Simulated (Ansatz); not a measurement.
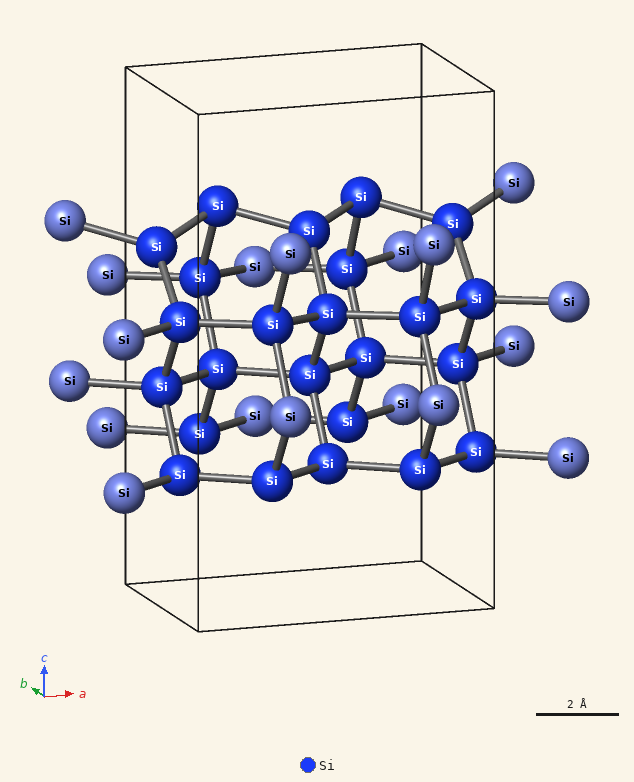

The input geometry (ball-and-stick view of the cell of the calculation, with the vacuum cut short, seen slightly off an axis; neighbours outside the cell are drawn fainter). Near neighbours in the crystal (not all of them lie inside the picture): Si has 3 Si at 2.32 to 2.37 Å; Si has 4 Si at 2.32 to 2.40 Å.

## Si: single-point calculation

The run: single-point calculation of Si (slab, 16 atoms in the cell). Method and program: DFT PBE+D3(BJ), scalar-relativistic, plane waves, PAW, no spin polarisation (Ansatz 0.2.0).

The structure derives from an entry of the Crystallography Open Database. It belongs to a series of runs on one base structure; here: the slab at its places in the relaxed adsorbed structure. Figures and captions count atoms from 1; the log counts them from 0 in places.

### Input
```yaml
crystal:
  lattice:
    - [7.6671877233, 0.0, 0.0]
    - [0.0, 5.4215204318, 0.0]
    - [0.0, 0.0, 25.1072907925]
  atoms:
    - { symbol: Si, position: [0.25, 0.0, 0.3186325464] }
    - { symbol: Si, position: [0.75, 0.0, 0.3186325464] }
    - { symbol: Si, position: [0.5, 0.25, 0.3186325464] }
    - { symbol: Si, position: [0.0, 0.25, 0.3186325464] }
    - { symbol: Si, position: [0.5, 0.5, 0.3949767823] }
    - { symbol: Si, position: [0.0, 0.5, 0.3949767823] }
    - { symbol: Si, position: [0.75, 0.75, 0.3949767823] }
    - { symbol: Si, position: [0.25, 0.75, 0.3949767823] }
    - { symbol: Si, position: [0.7483804932, 0.001082443, 0.4717833171] }
    - { symbol: Si, position: [0.2486124426, -0.0122831442, 0.4755408975] }
    - { symbol: Si, position: [8.5678e-06, 0.2443545936, 0.4719601071] }
    - { symbol: Si, position: [0.4962753407, 0.2412390012, 0.4687599463] }
    - { symbol: Si, position: [-0.0005556989, 0.5711595587, 0.5317783496] }
    - { symbol: Si, position: [0.5048185786, 0.527714443, 0.5378787582] }
    - { symbol: Si, position: [0.2545741794, 0.7689890237, 0.55729799] }
    - { symbol: Si, position: [0.744429957, 0.7895418115, 0.5536602411] }
basis:
  ecutwfc: 420
kpoints:
  mp_grid: { grid: [2, 3, 1] }
hamiltonian:
  xc: pbe
  dispersion: d3bj
scf:
  occupations: { method: gaussian, width: 0.05 }
output:
  forces: true
  eigenvalues: true
  write_density: true
  volumetric_format: npy
efield:
  axis: 3
  dipole_correction: true
  ramp_width: 0.04
```

Launched with:
```bash
ansatz run input.yaml --threads 2 --pin off --max-ram 5120MiB --backend cpu --events-out ev --progress --plain --runs-dir out
```

### What the program printed
```
Engine: ansatz 0.2.0, aarch64-unknown-linux-gnu
Pseudopotentials: kind: paw
Pseudopotential: Si, paw, valence charge 4, recommended cutoff 420 eV (normal), Si.paw.azcp
Functional definition: PBE
  parameter kappa = 0.804
  parameter beta = 0.06672455060314922
  exchange = pbe_x(kappa = kappa, mu = beta*pi^2/3)
  correlation = pbe_c(beta = beta)
Crystal: 16 atoms, lattice volume = 1043.655 Å³
Basis set: ecut = 420 eV, 20337 PW (Γ), exchange–correlation on 108×80×360 points (8 copies of the dense FFT grid, shifted against one another)
Bands: 48, of which v1, the nominal top of the filled ones, is band 32 counted from 1 (31 counted from 0)
Symmetry: 1 space group operations
Space group: P1 (ITA 1), of the structure as read, at distance tolerance 1.0e-4 Å
k-points: 4 of 6 (time reversal used)
Non-local potential: Si, projectors of the file, l = 0: 2, l = 1: 2, l = 2: 2
PAW form: soft (Blöchl's): semilocal exchange-correlation on the pseudo side does not see the compensation charge
PAW one-centre angular grid: Si, 110 points (default); XC on 64 Gauss nodes
Initial density: superposition of atomic densities (neutral atoms: chi_scale 0, normalization atom), corrected by the library's trained network
Initial wavefunctions: pseudopotential atomic-orbital guess
Functional: x = pbe(κ = 0.804, μ = 0.2195149727645171), c = pbe(β = 0.06672455060314922)
SCF iter   1: F=—  HF=-10168.203114 eV  |F-HF|=—  |Δ(HF+E_count)|=         —  Δρ=3.87e-3  dr2=7.94e-1  ethr=1.77e-3  p=0.033 e·Å  D=5.76e-3 V/Å  ΔV_dip=-0.14 eV  dr2_dipole=2.02e-1  V_vac-E_F(+/−)=4.72/4.86 eV  ⟨swp⟩=8.8  Hψ=1175  notcnv=0  defer=7
efield: sawtooth ramp at fractional position 0.9180 (placed from the atoms, in the widest stretch of the axis that holds none; the zero of the levels goes with the place), width 0.0400; the density the first Hamiltonian is built on has a dipole p = 0.033 e·Å; the dipole correction subtracts the counter field D = 5.76e-3 V/Å, which shifts the + side's vacuum level by -0.14 eV against the − side's; the planar-averaged density in the ramp window peaks in size at 6.4e-7 e/Å³
preconditioner: auto → LDOS  [insulator: Δε(μ)=0.099 eV  Ē_g=7.143 eV  σ=0.050 eV  W_gap=0.83  n_scr=94 (ndim 8)  ℏωp=9.2 eV  f_vac=0.594  D(μ)=4.11/eV (n_scr^D=8)  ε∞_Penn≈2.7  β→1.0]
SCF iter   2: F=—  HF=-10168.142751 eV  |F-HF|=—  |Δ(HF+E_count)|=   6.04e-2  Δρ=1.45e-3  dr2=8.39e-2  ethr=1.24e-3  p=-0.011 e·Å  D=-1.95e-3 V/Å  ΔV_dip=0.05 eV  dr2_dipole=1.38e-2  V_vac-E_F(+/−)=4.88/4.83 eV  ⟨swp⟩=1.8  Hψ=228  notcnv=0  defer=31
SCF iter   3: F=—  HF=-10168.136621 eV  |F-HF|=—  |Δ(HF+E_count)|=   6.13e-3  Δρ=5.34e-4  dr2=1.12e-2  ethr=1.31e-4  p=0.001 e·Å  D=1.90e-4 V/Å  ΔV_dip=-0.00 eV  dr2_dipole=1.92e-3  V_vac-E_F(+/−)=4.84/4.85 eV  ⟨swp⟩=2.0  Hψ=260  notcnv=0  defer=40
SCF iter   4: F=—  HF=-10168.136014 eV  |F-HF|=—  |Δ(HF+E_count)|=   6.07e-4  Δρ=1.93e-4  dr2=1.17e-3  ethr=1.75e-5  p=-0.002 e·Å  D=-3.36e-4 V/Å  ΔV_dip=0.01 eV  dr2_dipole=3.11e-5  V_vac-E_F(+/−)=4.85/4.84 eV  ⟨swp⟩=2.5  Hψ=262  notcnv=0  defer=40
SCF iter   5: F=—  HF=-10168.135976 eV  |F-HF|=—  |Δ(HF+E_count)|=   3.77e-5  Δρ=6.19e-5  dr2=9.11e-5  ethr=1.83e-6  p=-0.003 e·Å  D=-4.67e-4 V/Å  ΔV_dip=0.01 eV  dr2_dipole=1.36e-6  V_vac-E_F(+/−)=4.86/4.84 eV  ⟨swp⟩=2.2  Hψ=261  notcnv=0  defer=40
SCF iter   6: F=—  HF=-10168.136010 eV  |F-HF|=—  |Δ(HF+E_count)|=   3.45e-5  Δρ=1.81e-5  dr2=7.20e-6  ethr=1.42e-7  p=-0.003 e·Å  D=-4.71e-4 V/Å  ΔV_dip=0.01 eV  dr2_dipole=1.07e-7  V_vac-E_F(+/−)=4.86/4.84 eV  ⟨swp⟩=2.2  Hψ=300  notcnv=0  defer=40
SCF iter   7: F=—  HF=-10168.136015 eV  |F-HF|=—  |Δ(HF+E_count)|=   4.17e-6  Δρ=6.77e-6  dr2=1.67e-6  ethr=1.12e-8  p=-0.003 e·Å  D=-4.67e-4 V/Å  ΔV_dip=0.01 eV  dr2_dipole=1.77e-7  V_vac-E_F(+/−)=4.86/4.84 eV  ⟨swp⟩=2.2  Hψ=263  notcnv=0  defer=40
SCF iter   8: F=—  HF=-10168.136015 eV  |F-HF|=—  |Δ(HF+E_count)|=   4.82e-7  Δρ=2.74e-6  dr2=2.24e-7  ethr=2.61e-9  p=-0.003 e·Å  D=-4.63e-4 V/Å  ΔV_dip=0.01 eV  dr2_dipole=2.85e-9  V_vac-E_F(+/−)=4.86/4.84 eV  ⟨swp⟩=3.0  Hψ=264  notcnv=0  defer=40
SCF iter   9: F=-10168.136015 eV  HF=-10168.136015 eV  |F-HF|=1.52e-9  |Δ(HF+E_count)|=   9.55e-8  Δρ=1.05e-6  dr2=4.29e-8  ethr=1.56e-10  p=-0.003 e·Å  D=-4.56e-4 V/Å  ΔV_dip=0.01 eV  dr2_dipole=3.50e-11  V_vac-E_F(+/−)=4.86/4.85 eV  ⟨swp⟩=21.0  Hψ=1351  notcnv=0
SCF 1 converged in 9 iterations: F = -10168.136015 eV  dr2 = 4.29e-8
  greatest PAW one-centre occupation: 0.674 electrons in one spin orbital (limit 2), on the Si atom at site 15 (counted from 0), in its partial waves of l = 0
SCF converged after 9 iterations
Free energy (F): -10168.136015 eV
Harris-Foulkes:  -10168.136015 eV  (|F-HF|=1.52e-9)
Internal energy: -10168.123358 eV  (E = F + TS)
E sigma→0 (E₀):  -10168.129687 eV
Entropy (-TS):   -0.012657 eV (-0.791 meV/atom)
Fermi energy:    -1.457138 eV
Dipole field:    D = -0.000459 V/Å  (p = -0.002650 e·Å, saw-weighted, corrected)
Work function:   Φ+ = 4.8567 eV   Φ− = 4.8452 eV
Levels:          The Fermi level and band energies are counted from a zero that moves with the ramp; work functions are not
--- Per-component energies (eV) ---
  E_band       = -394.809513
  E_kinetic    = 628.458802
  E_local      = -18602.101745  (includes V_loc(G=0)·N_el)
  E_nonlocal   = 416.447160
  E_hartree    = 8966.547202
  E_xc         = -873.304319
  E_vxc        = -734.137242  (∫ρ·V_xc dr)
  E_paw        = -8201.353407  (= ΣΔE_a)
  E_vpaw       = -36.575443  (= ΣTr[D̂ρ^β])
  E_aug_tail   = 0.000103  (compensation charges beyond the density's cutoff)
  E_efield     = 0.000001  (sawtooth field / dipole correction)
  E_vefield    = -0.003891  (∫n·V_field dr)
  E_ewald      = 7501.419482
  E_disp       = -4.236636  (pairwise vdW)
  E_smearing   = -0.012657  (= −TS)
  E_closure    = -0.000000  (closes the sum)
  Σ components = -10168.136015   (vs F -10168.136015, Δ=0.00e0)
--- Forces (eV/Å), atoms counted from 1 ---
  atom   1  Si    -0.02880673     0.37385631     0.51109798
  atom   2  Si     0.03451465     0.39647688     0.50503248
  atom   3  Si    -0.01760819    -0.37133721    -0.04795274
  atom   4  Si     0.00435037    -0.38554022    -0.12473897
  atom   5  Si    -0.06846115     0.28844393    -0.28017162
  atom   6  Si     0.06450260     0.03140603    -0.03469350
  atom   7  Si     0.03726110    -0.21455690    -0.35278868
  atom   8  Si    -0.03967334    -0.08610734    -0.17624494
  atom   9  Si    -0.00230750    -0.03551826     0.13083378
  atom  10  Si    -0.06458955    -0.00364563    -0.02978080
  atom  11  Si     0.07170002    -0.09256506    -0.06091242
  atom  12  Si     0.00170769    -0.10855780     0.42093977
  atom  13  Si    -0.09398387     0.13000166    -0.15055491
  atom  14  Si    -0.18411341     0.40109334    -0.37404848
  atom  15  Si     0.14213606    -0.06788745    -0.02754882
  atom  16  Si     0.14336685    -0.25555944     0.09158113
  max |Σ_I F_I| component: 4.93e-5 eV/Å
--- Band table (eV) ---
  k-point 0: bands = ["-13.0738", "-11.8390", "-11.0745", "-10.9292", "-10.2911", "-9.7258", "-9.6944", "-9.4219", "-8.8107", "-8.0733", "-8.0334", "-7.2905", "-7.1209", "-7.0575", "-5.2906", "-5.1957", "-5.0043", "-4.7837", "-4.7420", "-4.4503", "-4.0696", "-3.9972", "-3.6832", "-3.6578", "-3.5881", "-3.1194", "-2.4658", "-2.2899", "-2.1333", "-2.0344", "-1.5954", "-1.5106", "-1.4471", "-1.1813", "-0.9432", "-0.4263", "-0.0334", "0.3320", "0.3941", "0.5777", "0.6517", "0.8353", "1.1224", "1.5621", "1.5854", "1.6119", "2.1069", "2.4431"]
  k-point 1: bands = ["-12.6036", "-11.5058", "-11.2083", "-10.8473", "-10.7375", "-10.6408", "-9.5614", "-9.5046", "-8.3264", "-8.1499", "-8.0255", "-7.8923", "-7.6183", "-7.1460", "-6.0970", "-4.8960", "-4.7164", "-4.5552", "-4.4627", "-4.3059", "-3.8573", "-3.6357", "-3.5958", "-3.4895", "-3.2563", "-2.8854", "-2.4860", "-2.3148", "-2.1491", "-2.0739", "-1.7366", "-1.4967", "-1.3301", "-1.2040", "-0.9644", "-0.7313", "0.3090", "0.7347", "0.7642", "0.9949", "1.1267", "1.3320", "1.5236", "1.5993", "1.9260", "2.3257", "2.4365", "2.4845"]
  k-point 2: bands = ["-12.5523", "-12.5052", "-11.2963", "-11.2675", "-9.7443", "-9.7041", "-9.2778", "-9.2117", "-8.8457", "-8.8211", "-7.8300", "-7.7741", "-5.7938", "-5.7342", "-5.4880", "-5.4450", "-4.8063", "-4.7571", "-4.6992", "-4.5679", "-4.4960", "-4.4191", "-4.2827", "-4.2482", "-3.5048", "-3.4509", "-3.3533", "-3.2960", "-2.2858", "-2.2127", "-1.9959", "-1.9794", "-1.3240", "-1.1474", "-0.2046", "-0.0859", "0.3715", "0.4530", "1.2869", "1.3408", "1.4429", "1.5578", "1.6842", "1.7739", "1.9666", "2.0616", "2.3916", "2.5863"]
  k-point 3: bands = ["-12.1037", "-12.0581", "-10.9797", "-10.9630", "-10.7798", "-10.7505", "-10.1176", "-10.1053", "-7.6746", "-7.6140", "-7.5022", "-7.4767", "-6.6305", "-6.5161", "-5.8179", "-5.7861", "-5.0619", "-5.0460", "-4.9140", "-4.8592", "-4.2227", "-4.2075", "-3.7579", "-3.7199", "-3.4556", "-3.4372", "-2.9725", "-2.9484", "-2.0116", "-1.9816", "-1.6046", "-1.5238", "-1.2745", "-1.2375", "-0.7311", "-0.4332", "0.9188", "1.0128", "1.4215", "1.4522", "1.8171", "1.8803", "2.1050", "2.1594", "2.5548", "2.6517", "2.9169", "2.9351"]
```

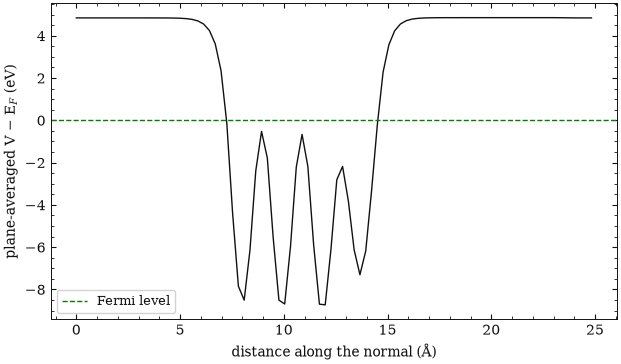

Plane average of the electrostatic potential energy of an electron across the cell, from the Fermi level. The vacuum level lies 4.86 eV above the Fermi level.

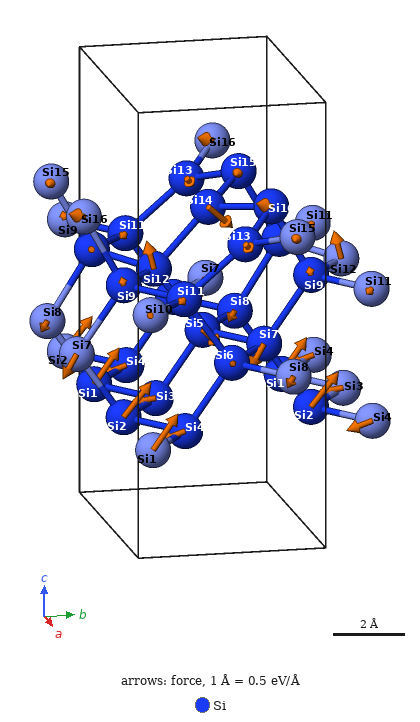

Forces on the atoms as orange arrows (ball-and-stick view of the cell of the calculation, with the vacuum cut short, seen slightly off an axis; neighbours outside the cell are drawn fainter; atoms are numbered from 1 in the order of the input). The largest act on Si2 (0.64 eV/Å); Si1 (0.63 eV/Å); Si14 (0.58 eV/Å); Si12 (0.43 eV/Å), among others. The geometry is not a stationary point of this energy.

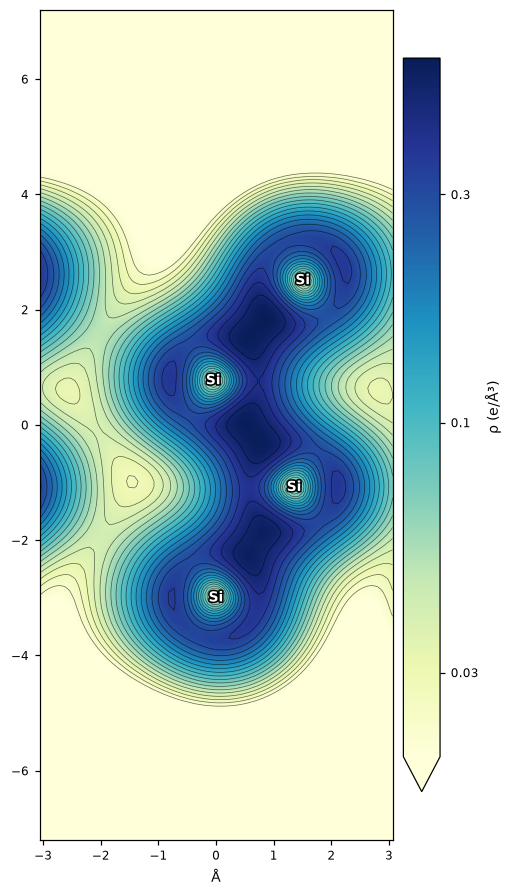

Valence charge density (pseudo) on the (100) plane of the calculation cell, a cut from vacuum to vacuum. The plane passes through Si nuclei. Si–Si (2.35 Å): ρ is about 0.53 e/Å³ halfway, a local maximum along the line. Si–Si (2.35 Å): ρ at the midpoint is about 0.53 e/Å³, a local maximum along the line. The density dies away to nearly zero in the vacuum. The fields are those of the smooth PAW valence density.

### Key numbers

- outcome: converged
- electrons treated: 64
- free energy: −10168.1360 eV
- work function, top face: 4.86 eV
- work function, bottom face: 4.85 eV
- Fermi energy: −1.457 eV
- gap on the k-point mesh: 0.05 eV
- work function (upper face): 4.86 eV
- largest force (length of the vector): 0.643 eV/Å
- hardware: 2 threads of Arm Neoverse V1, 24 GiB of memory available, shared host
- wall time: 12 s (CPU time 22 s)
- peak memory: 0.93 GiB
